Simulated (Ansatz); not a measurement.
Consider ZnSe2.

```
Zn Se
1.0
     6.21237    0.00000    0.00000
     0.00000    6.21237    0.00000
     0.00000    0.00000    6.42583
Zn Se
4 8
Cartesian
  3.1062 3.1062 0.0000
  3.1062 0.0000 3.2129
  0.0000 3.1062 3.2129
  0.0000 0.0000 0.0000
  0.6752 5.5325 2.5219
  5.5372 2.4263 0.6910
  2.4310 0.6799 5.7348
  3.7813 3.7861 3.9039
  5.5372 0.6799 3.9039
  0.6752 3.7861 5.7348
  3.7813 5.5325 0.6910
  2.4310 2.4263 2.5219
```

Space group Pbca; a structure from a database of computed crystals, not necessarily the ambient phase; changed on purpose from its base cell (biaxial strain in the a-b plane, c and atoms relaxed: -1.5 %).

Computed with DFT r2SCAN, scalar-relativistic, plane waves, PAW in Ansatz 0.2.0.

> What will maps of the valence pseudo-density and electron localisation function show?

Zn–Se (2.62 Å): ρ is about 0.36 e/Å³ halfway, with its minimum of 0.32 e/Å³ about 1.1 Å from Zn; the ELF is about 0.60 at the midpoint.

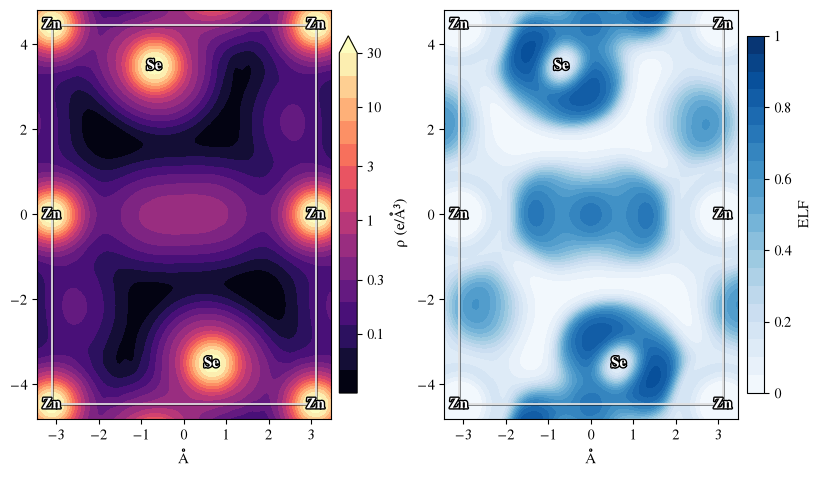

Computed valence pseudo-density and electron localisation function on the (011) plane of the conventional cell, in this order. 
